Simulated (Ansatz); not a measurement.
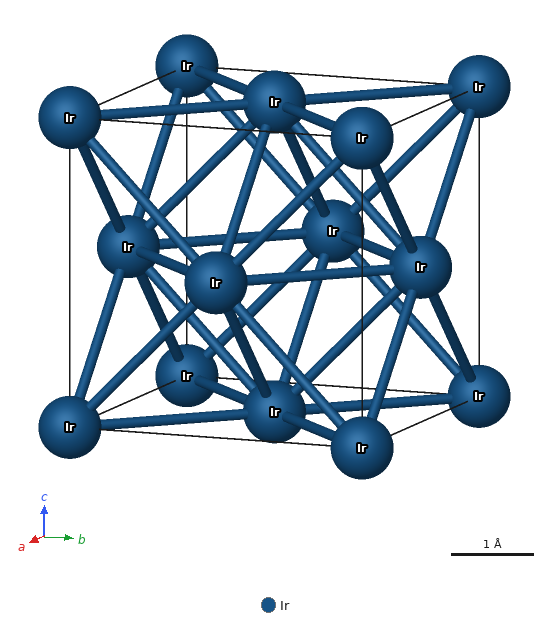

The starting structure (ball-and-stick view of the cell 4 times as large as that of the calculation, set on its symmetry axes, seen slightly off an axis). Near neighbours in the crystal (not all of them lie inside the picture): Ir has 12 Ir at 2.73 Å.

Geometry relaxation of Ir

The run: geometry relaxation of Ir (Fm-3m, 1 atom in the cell). Method and program: DFT PBE+D3(BJ), scalar-relativistic, plane waves, PAW, no spin polarisation (Ansatz 0.2.0).

The structure derives from a Materials Project entry.

## The input
```yaml
crystal:
  lattice:
    - [0.0, 1.9269646676, 1.9269646676]
    - [1.9269646676, 0.0, 1.9269646676]
    - [1.9269646676, 1.9269646676, 0.0]
  atoms:
    - { symbol: Ir, position: [0.0, 0.0, 0.0] }
basis:
  ecutwfc: 420
kpoints:
  mp_grid: { grid: [18, 18, 18] }
hamiltonian:
  xc: pbe
  dispersion: d3bj
scf:
  occupations: { method: gaussian, width: 0.1 }
output:
  forces: true
  stress: true
  eigenvalues: true
relax:
  adjacent_minimum: "off"
  f_tol: 0.005
  max_steps: 80
  cell: { stress_tol: 0.05 }
```

Run on 2 threads of an Arm (aarch64) CPU, shared host.

## Output
```
Engine: ansatz 0.2.0, aarch64-unknown-linux-gnu
Pseudopotentials: kind: paw
Pseudopotential: Ir, paw, valence charge 17, recommended cutoff 420 eV (normal), Ir.paw.azcp
Functional definition: PBE
  parameter kappa = 0.804
  parameter beta = 0.06672455060314922
  exchange = pbe_x(kappa = kappa, mu = beta*pi^2/3)
  correlation = pbe_c(beta = beta)
Crystal: 1 atoms, lattice volume = 14.310 Å³
Basis set: ecut = 420 eV, 283 PW (Γ), exchange–correlation on 40×40×40 points (8 copies of the dense FFT grid, shifted against one another)
Bands: 13, of which v1, the nominal top of the filled ones, is band 9 counted from 1 (8 counted from 0)
Symmetry: 48 space group operations
Space group: Fm-3m (ITA 225), of the structure as read, at distance tolerance 2.4e-5 Å
k-points: 195 of 5832
Non-local potential: Ir, projectors of the file, l = 0: 3, l = 1: 2, l = 2: 2, l = 3: 1
PAW form: soft (Blöchl's): semilocal exchange-correlation on the pseudo side does not see the compensation charge
PAW one-centre angular grid: Ir, 590 points (default); XC on 64 Gauss nodes
Initial density: superposition of atomic densities (neutral atoms: chi_scale 0, normalization atom), corrected by the library's trained network
Initial wavefunctions: pseudopotential atomic-orbital guess
Functional: x = pbe(κ = 0.804, μ = 0.2195149727645171), c = pbe(β = 0.06672455060314922)
SCF iter   1: F=—  HF=-11936.036328 eV  |F-HF|=—  |Δ(HF+E_count)|=         —  Δρ=3.94e-3  dr2=2.95e-4  ethr=1.77e-3  ⟨swp⟩=5.0  Hψ=12802  notcnv=0
preconditioner: auto → none  [metal: Δε(μ)=0.011 eV  Ē_g=14.094 eV  σ=0.100 eV  W_gap=0.06  n_scr=0 (ndim 8)  ℏωp=29.4 eV  f_vac=0.000  D(μ)=1.03/eV (n_scr^D=14)]
SCF iter   2: F=—  HF=-11936.037007 eV  |F-HF|=—  |Δ(HF+E_count)|=   6.79e-4  Δρ=2.04e-3  dr2=8.13e-5  ethr=1.73e-6  ⟨swp⟩=2.4  Hψ=5302  notcnv=0
SCF iter   3: F=—  HF=-11936.037313 eV  |F-HF|=—  |Δ(HF+E_count)|=   3.06e-4  Δρ=4.55e-4  dr2=2.59e-5  ethr=4.78e-7  ⟨swp⟩=2.0  Hψ=3365  notcnv=0
SCF iter   4: F=—  HF=-11936.037307 eV  |F-HF|=—  |Δ(HF+E_count)|=   6.64e-6  Δρ=9.04e-5  dr2=9.70e-7  ethr=1.53e-7  ⟨swp⟩=2.3  Hψ=3463  notcnv=0
iter 5 did not close the SCF: its close was put off for the readings that it lacked (scf_convergence_deferred on its scf_iter line)
SCF iter   5: F=-11936.037307 eV  HF=-11936.037307 eV  |F-HF|=3.02e-8  |Δ(HF+E_count)|=   2.87e-7  Δρ=2.91e-5  dr2=7.12e-8  ethr=5.71e-9  ⟨swp⟩=2.4  Hψ=3217  notcnv=0
SCF iter   6: F=-11936.037307 eV  HF=-11936.037307 eV  |F-HF|=1.26e-10  |Δ(HF+E_count)|=   1.29e-8  Δρ=1.33e-6  dr2=1.78e-10  ethr=4.19e-10  ⟨swp⟩=3.4  Hψ=9071  notcnv=0
SCF 1 converged in 6 iterations: F = -11936.037307 eV  dr2 = 1.78e-10
  greatest PAW one-centre occupation: 1.000 electrons in one spin orbital (limit 2), on the Ir atom at site 0 (counted from 0), in its partial waves of l = 0
relax step   1: F+E_penalty+E_count = -11936.03730656 eV  Δ(F+E_penalty+E_count) = +0.000e0 eV  max|allowed force component| = 0.000e0 eV/Å  Δτ_max = 0.0000 Å  P = -3.810 GPa  Ω = 14.310 Å³  (6 SCF iters, dr2 threshold 1.00e-7 eV, accepted)
Crystal: 1 atoms, lattice volume = 13.889 Å³
Initial density: handed on by an earlier stage of this run
Initial wavefunctions: those handed on with the density
iter 1 solved again at ethr=9.55e-7 eV; its pass at ethr=3.10e-3 eV (dr2=1.62e-4 eV) is discarded
SCF iter   1: F=—  HF=-11936.032988 eV  |F-HF|=—  |Δ(HF+E_count)|=         —  Δρ=1.27e-3  dr2=1.19e-4  ethr=9.55e-7  ⟨swp⟩=2.0  Hψ=16828  notcnv=0
preconditioner: auto → none  [metal: Δε(μ)=0.015 eV  Ē_g=14.456 eV  σ=0.100 eV  W_gap=0.09  n_scr=0 (ndim 8)  ℏωp=29.9 eV  f_vac=0.000  D(μ)=0.97/eV (n_scr^D=14)]
SCF iter   2: F=—  HF=-11936.032986 eV  |F-HF|=—  |Δ(HF+E_count)|=   2.08e-6  Δρ=5.61e-4  dr2=1.10e-5  ethr=6.99e-7  ⟨swp⟩=2.1  Hψ=3347  notcnv=0
SCF iter   3: F=—  HF=-11936.032993 eV  |F-HF|=—  |Δ(HF+E_count)|=   7.47e-6  Δρ=1.99e-4  dr2=1.54e-6  ethr=6.44e-8  ⟨swp⟩=1.2  Hψ=2755  notcnv=0
SCF iter   4: F=-11936.032994 eV  HF=-11936.032994 eV  |F-HF|=9.48e-10  |Δ(HF+E_count)|=   1.42e-6  Δρ=1.27e-5  dr2=6.62e-9  ethr=5.88e-10  ⟨swp⟩=3.0  Hψ=9666  notcnv=0
SCF 2 converged in 4 iterations: F = -11936.032994 eV  dr2 = 6.62e-9
relax step   2: F+E_penalty+E_count = -11936.03299445 eV  Δ(F+E_penalty+E_count) = +4.312e-3 eV  max|allowed force component| = 0.000e0 eV/Å  Δτ_max = 0.0000 Å  P = +7.604 GPa  Ω = 13.889 Å³  energy of the carried Pulay correction = +2.264e-4 eV  (4 SCF iters, dr2 threshold 1.00e-7 eV, rejected (line search))
Crystal: 1 atoms, lattice volume = 14.167 Å³
iter 1 solved again at ethr=2.54e-7 eV; its pass at ethr=3.10e-3 eV (dr2=4.31e-5 eV) is discarded
SCF iter   1: F=—  HF=-11936.039169 eV  |F-HF|=—  |Δ(HF+E_count)|=         —  Δρ=8.30e-4  dr2=5.21e-5  ethr=2.54e-7  ⟨swp⟩=2.4  Hψ=18224  notcnv=0
preconditioner: auto → none  [metal: Δε(μ)=0.012 eV  Ē_g=14.217 eV  σ=0.100 eV  W_gap=0.07  n_scr=0 (ndim 8)  ℏωp=29.6 eV  f_vac=0.000  D(μ)=1.01/eV (n_scr^D=14)]
SCF iter   2: F=—  HF=-11936.039169 eV  |F-HF|=—  |Δ(HF+E_count)|=   6.05e-7  Δρ=3.74e-4  dr2=5.07e-6  ethr=2.54e-7  ⟨swp⟩=2.0  Hψ=3440  notcnv=0
SCF iter   3: F=—  HF=-11936.039173 eV  |F-HF|=—  |Δ(HF+E_count)|=   3.91e-6  Δρ=1.36e-4  dr2=7.44e-7  ethr=2.98e-8  ⟨swp⟩=1.4  Hψ=2997  notcnv=0
SCF iter   4: F=—  HF=-11936.039174 eV  |F-HF|=—  |Δ(HF+E_count)|=   7.11e-7  Δρ=8.10e-6  dr2=2.74e-9  ethr=4.37e-9  ⟨swp⟩=2.2  Hψ=3406  notcnv=0
SCF iter   5: F=—  HF=-11936.039174 eV  |F-HF|=—  |Δ(HF+E_count)|=   1.74e-9  Δρ=4.47e-7  dr2=1.31e-11  ethr=1.61e-11  ⟨swp⟩=2.7  Hψ=4254  notcnv=0
SCF iter   6: F=-11936.039174 eV  HF=-11936.039174 eV  |F-HF|=7.28e-12  |Δ(HF+E_count)|=  3.64e-12  Δρ=2.70e-8  dr2=3.60e-14  ethr=1.00e-12  ⟨swp⟩=5.0  Hψ=9136  notcnv=0
SCF 3 converged in 6 iterations: F = -11936.039174 eV  dr2 = 3.60e-14
relax step   3: F+E_penalty+E_count = -11936.03917375 eV  Δ(F+E_penalty+E_count) = -1.867e-3 eV  max|allowed force component| = 0.000e0 eV/Å  Δτ_max = 0.0000 Å  P = -0.153 GPa  Ω = 14.167 Å³  energy of the carried Pulay correction = +7.634e-5 eV  (6 SCF iters, accepted)
Crystal: 1 atoms, lattice volume = 14.161 Å³
iter 1 solved again at ethr=1.26e-10 eV; its pass at ethr=3.10e-3 eV (dr2=2.13e-8 eV) is discarded
SCF iter   1: F=—  HF=-11936.039180 eV  |F-HF|=—  |Δ(HF+E_count)|=         —  Δρ=1.80e-5  dr2=2.54e-8  ethr=1.26e-10  ⟨swp⟩=2.8  Hψ=17131  notcnv=0
preconditioner: auto → none  [metal: Δε(μ)=0.012 eV  Ē_g=14.221 eV  σ=0.100 eV  W_gap=0.07  n_scr=0 (ndim 8)  ℏωp=29.6 eV  f_vac=0.000  D(μ)=1.01/eV (n_scr^D=14)]
SCF iter   2: F=-11936.039180 eV  HF=-11936.039180 eV  |F-HF|=1.73e-9  |Δ(HF+E_count)|=   1.62e-7  Δρ=7.90e-6  dr2=2.26e-9  ethr=1.26e-10  ⟨swp⟩=3.2  Hψ=6717  notcnv=0
SCF 4 converged in 2 iterations: F = -11936.039180 eV  dr2 = 2.26e-9
relax step   4: F+E_penalty+E_count = -11936.03917970 eV  Δ(F+E_penalty+E_count) = -5.945e-6 eV  max|allowed force component| = 0.000e0 eV/Å  Δτ_max = 0.0000 Å  P = +0.003 GPa  Ω = 14.161 Å³  energy of the carried Pulay correction = +7.951e-5 eV  (2 SCF iters, dr2 threshold 5.84e-8 eV, accepted)
Initial wavefunctions: pseudopotential atomic-orbital guess (no wavefunctions were taken with the density)
iter 1 solved again at ethr=4.30e-8 eV; its pass at ethr=3.10e-3 eV (dr2=7.31e-6 eV) is discarded
SCF iter   1: F=—  HF=-11936.039097 eV  |F-HF|=—  |Δ(HF+E_count)|=         —  Δρ=3.76e-5  dr2=3.87e-8  ethr=4.30e-8  ⟨swp⟩=3.0  Hψ=19403  notcnv=0
SCF iter   2: F=—  HF=-11936.039097 eV  |F-HF|=—  |Δ(HF+E_count)|=   5.41e-7  Δρ=1.71e-5  dr2=7.18e-9  ethr=2.28e-10  ⟨swp⟩=2.4  Hψ=4279  notcnv=0
SCF iter   3: F=—  HF=-11936.039097 eV  |F-HF|=—  |Δ(HF+E_count)|=  5.24e-10  Δρ=2.16e-6  dr2=3.52e-10  ethr=4.22e-11  ⟨swp⟩=3.0  Hψ=3583  notcnv=0
SCF iter   4: F=—  HF=-11936.039097 eV  |F-HF|=—  |Δ(HF+E_count)|=  4.73e-11  Δρ=6.01e-7  dr2=1.15e-11  ethr=2.07e-12  ⟨swp⟩=2.4  Hψ=3923  notcnv=0
SCF iter   5: F=-11936.039097 eV  HF=-11936.039097 eV  |F-HF|=3.64e-12  |Δ(HF+E_count)|=  7.28e-12  Δρ=4.29e-8  dr2=1.54e-13  ethr=1.00e-12  ⟨swp⟩=4.3  Hψ=8428  notcnv=0
SCF 5 converged in 5 iterations: F = -11936.039097 eV  dr2 = 1.54e-13
relax step   5: F+E_penalty+E_count = -11936.03909714 eV  Δ(F+E_penalty+E_count) = +8.255e-5 eV  max|allowed force component| = 0.000e0 eV/Å  Δτ_max = 0.0000 Å  P = +0.014 GPa  Ω = 14.161 Å³  stress off target by 1.35e-2 GPa  SCF on the basis re-selected at this cell (its energy is not comparable with the rows above)  (5 SCF iters)
```

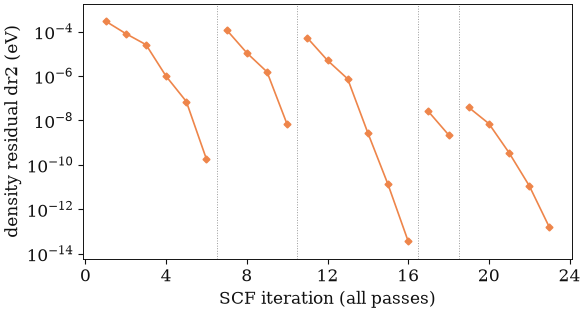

Convergence of the self-consistent field: density residual dr2 against the SCF iteration. The dotted lines part the SCF passes of the relaxation: geometry steps, rejected trials and re-solves on a re-selected basis. The 5 passes take 2 to 6 iterations each, 23 in all.

```
basis re-selected at this cell: Δ(F+E_penalty+E_count) = +8.255e-5 eV, ΔP = +0.010 GPa vs the last step (what re-selecting the basis moved, of the pressure what is left beyond the Pulay correction that the steps carried, after the strain that the cell walked since its last selection, with what the two solves' SCF thresholds leave and, on support functions, any second-order correction that the steps lacked; it is no measure of the basis error at this ecutwfc). This SCF's stress stands 1.35e-2 GPa from its target on what of the cell is left free (relax.cell.stress_tol is 5.00e-2 GPa) and its largest allowed force component is 0.00e0 eV/Å (relax.f_tol is 5.00e-3 eV/Å): within both
SCF converged after 5 iterations
Free energy (F): -11936.039097 eV
Harris-Foulkes:  -11936.039097 eV  (|F-HF|=3.64e-12)
Internal energy: -11936.034036 eV  (E = F + TS)
E sigma→0 (E₀):  -11936.036566 eV
Entropy (-TS):   -0.005061 eV (-5.061 meV/atom)
Fermi energy:    25.832256 eV
--- Per-component energies (eV) ---
  E_band       = -82.854760
  E_kinetic    = 623.501650
  E_local      = -1064.746758  (includes V_loc(G=0)·N_el)
  E_nonlocal   = 72.592586
  E_hartree    = 409.081078
  E_xc         = -268.246149
  E_vxc        = -300.477569  (∫ρ·V_xc dr)
  E_paw        = -9223.425669  (= ΣΔE_a)
  E_vpaw       = -231.886867  (= ΣTr[D̂ρ^β])
  E_aug_tail   = 0.000055  (compensation charges beyond the density's cutoff)
  E_ewald      = -2484.056266
  E_disp       = -0.734562  (pairwise vdW)
  E_smearing   = -0.005061  (= −TS)
  E_closure    = 0.000000  (closes the sum)
  Σ components = -11936.039097   (vs F -11936.039097, Δ=0.00e0)
--- Forces (eV/Å), atoms counted from 1 ---
  atom   1  Ir    -0.00000000     0.00000000    -0.00000000
  max |Σ_I F_I| component: 3.70e-32 eV/Å
--- Stress (GPa, compression-positive) ---
        0.013503      -0.000000      -0.000000
       -0.000000       0.013503      -0.000000
       -0.000000      -0.000000       0.013503
  P = ⅓ Tr σ = 0.0135 GPa (0.135 kbar)
--- Band table (eV; the first three rows and the last of 195) ---
  k-point 0: bands = ["-67.0748", "-23.5593", "-23.5593", "-23.5593", "14.6806", "21.9120", "21.9120", "21.9120", "24.6023", "24.6023", "39.4002", "44.9073", "44.9073"]
  k-point 1: bands = ["-67.0728", "-23.5840", "-23.5627", "-23.5627", "14.8189", "21.8372", "21.9718", "21.9718", "24.5626", "24.5626", "39.6402", "44.2564", "45.1373"]
  k-point 2: bands = ["-67.0671", "-23.6548", "-23.5724", "-23.5724", "15.2193", "21.6454", "22.1284", "22.1284", "24.4758", "24.4758", "40.3002", "42.9279", "45.8084"]
  k-point 194: bands = ["-66.9872", "-24.1189", "-24.0406", "-23.8589", "19.4577", "20.4180", "21.4743", "24.0918", "27.2922", "33.9662", "34.1355", "35.4215", "39.0647"]
--- Relaxed structure (4 steps of the walk, 3 accepted, 1 SCFs on fresh bases) ---
  F+E_penalty+E_count = -11936.03909714 eV   max|allowed force component| = 0.000e0 eV/Å   (the final SCF, on the basis selected at the relaxed cell)
  cell:  # Å, volume = 14.1610 Å³
    - [-1.0700281269080738e-33, 1.9202355154088289, 1.9202355154088289]
    - [1.9202355154088289, -1.2738430082238973e-34, 1.9202355154088289]
    - [1.9202355154088289, 1.9202355154088289, 1.7833802115134564e-34]
  atoms:
    - { symbol: Ir, position: [0.0, 0.0, 0.0] }
```

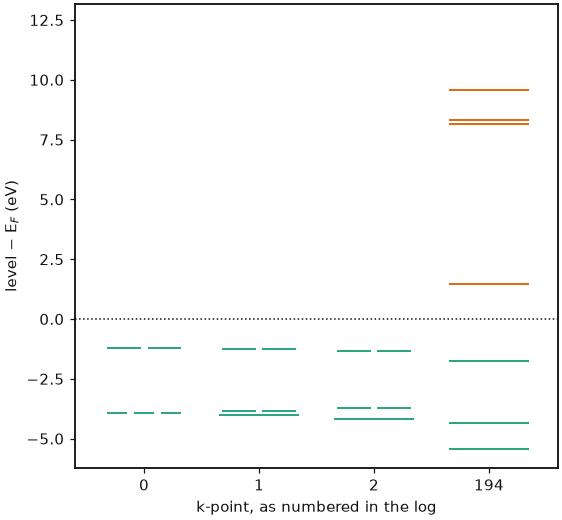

Kohn–Sham levels near the Fermi level (dotted) at the few k-points that the log prints; levels within 0.02 eV of each other stand side by side. The system is metallic on the full mesh.

## Summary

- outcome: converged
- space group (tolerance 0.01 Å): Fm-3m (225)
- electrons treated: 17
- free energy: −11936.0391 eV
- Fermi energy: 25.832 eV
- gap on the k-point mesh: none (metallic)
- pressure: 0.01 GPa
- final volume: 14.16 Å³
- largest force (length of the vector) at the end: under 0.001 eV/Å
- final cell: a = 2.716 Å, b = 2.716 Å, c = 2.716 Å, α = 60.00°, β = 60.00°, γ = 60.00°
- wall time: 4.8 s (CPU time 9.1 s)
- peak memory: 0.31 GiB

Spin–orbit coupling is left out, which matters for Ir.
